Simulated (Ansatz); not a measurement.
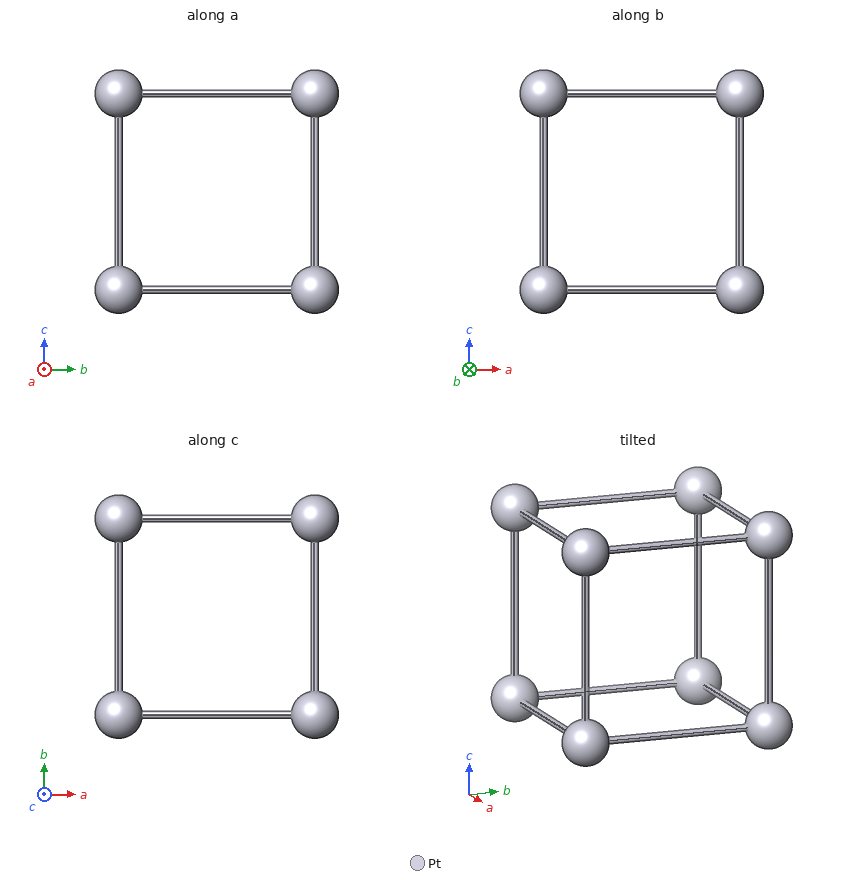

The image is a ball-and-stick drawing of a crystal, viewed along the a axis, along the b axis, along the c axis and slightly off an axis. Atoms at the boundary of the conventional unit cell (the box) are drawn once for each face, edge or corner they touch.

Lattice parameters: a = 2.6042 Å, b = 2.6042 Å, c = 2.6042 Å, α = 90.000°, β = 90.000°, γ = 90.000°.

Question: Convert the drawing into a CIF in P1 with every atom of the cell.

Answer:
```cif
data_structure
_symmetry_space_group_name_H-M 'P 1'
_symmetry_Int_Tables_number 1
_cell_length_a 2.6042
_cell_length_b 2.6042
_cell_length_c 2.6042
_cell_angle_alpha 90.000
_cell_angle_beta 90.000
_cell_angle_gamma 90.000
_cell_volume 17.66
loop_
_atom_site_label
_atom_site_type_symbol
_atom_site_fract_x
_atom_site_fract_y
_atom_site_fract_z
_atom_site_occupancy
Pt1 Pt 0.0000 0.0000 0.0000 1
```

The model was built from a structure type filled with this element by a generator (whether the element takes this form wasn't checked). Earlier steps of the study may have refined or changed the cell and positions. It was run through Ansatz as a DFT input.
